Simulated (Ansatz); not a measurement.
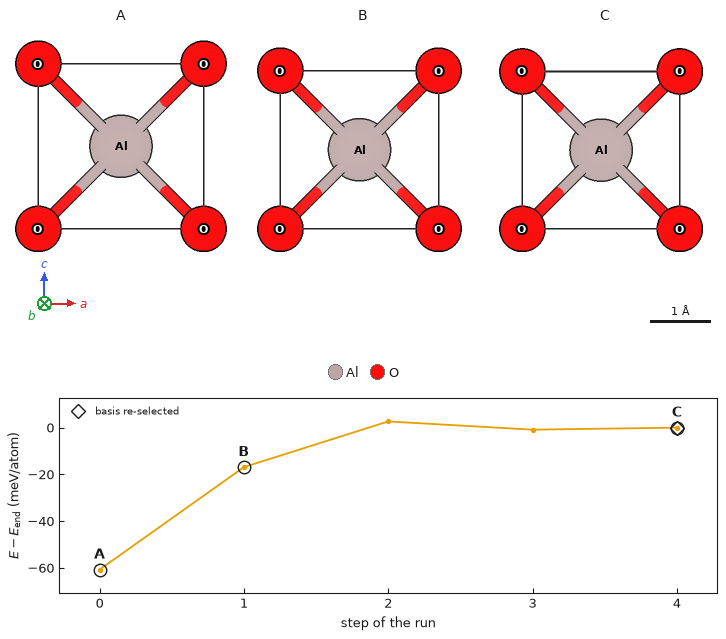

Frames of a relaxation of a crystal of AlO (a generated structure, set up in Pm-3m), marked on the history of the run. The picture is a ball-and-stick view of the cell of the calculation, seen along the b axis.

The run lets cell and atoms move.

Theory: Kohn-Sham DFT of a periodic cell, r2SCAN, Ansatz PAW (Ansatz).

Input file:
```yaml
crystal:
  lattice:
    - [2.76919, 0.0, 0.0]
    - [0.0, 2.76919, 0.0]
    - [0.0, 0.0, 2.76919]
  atoms:
    - { symbol: Al, position: [0.5, 0.5, 0.5] }
    - { symbol: O, position: [0.0, 0.0, 0.0] }
hamiltonian:
  xc: r2scan
  pseudopotentials: { kind: paw }
kpoints:
  mp_grid: { grid: [10, 10, 10] }
scf:
  occupations: { method: fermi_dirac, width: 0.05 }
output:
  forces: true
  stress: true
  eigenvalues: true
relax:
  f_tol: 0.01
  max_steps: 40
  cell: { stress_tol: 0.05, p_target: 20.0 }
```

Run as
```bash
ansatz run input.yaml --threads 2 --pin off --max-ram 5632MiB --backend cpu --events-out ev --progress --plain --runs-dir out
```

> What happens along the run?

After 3 accepted moves (4 points after the start) the energy has risen by 60.7 meV per atom. With the target pressure of 20 GPa, the enthalpy E + pV changes by −117 meV per atom. All forces vanish by symmetry, so only the cell relaxes. Pressure: −3.77 GPa at the start and 20.04 GPa at the end. The SCF was repeated once at an unchanged geometry on a basis and grid sized afresh for the cell, which shifted the energy by 0.9 meV per atom at most. The atoms keep their places relative to the cell (all moves are under 0.005 Å). The drawn cell changes as follows: a = b = c 2.769 → 2.639 Å (−4.7 %); the volume changes by −13.4 %. Among the contacts that change: Al–O 2.398 → 2.286 Å. The space group stays Pm-3m (No. 221). From step 0 to 1: volume −12.1 %, energy +43.8 meV per atom. From step 1 to 4: volume −1.5 %, energy +16.9 meV per atom.
